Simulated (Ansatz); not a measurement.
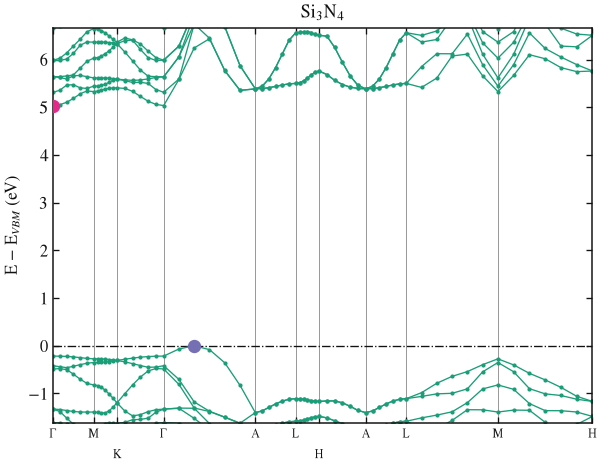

Write a caption that states what the plot shows.

Band structure of Si₃N₄, space group P6_3, 14 atoms in the cell, a database entry, rescaled. Computed with Ansatz 0.2.0: DFT with r2SCAN, PAW plane waves, no spin polarisation, 4×4×9 k mesh, 500 eV cutoff. Energies are counted from the top of the valence band. The path runs straight from each named point to the next. The path has few k points, so lines between them are rough.

The material is gapped. The gap along this path is 5.04 eV and indirect, from the valence-band top between Γ and A to the conduction-band bottom at Γ; the smallest direct gap is 5.25 eV, at Γ. The top valence band spans 1.4 eV and the lowest conduction band 1.4 eV. The direct gaps are 5.25 eV at Γ, 6.79 eV at A and 6.93 eV at H.
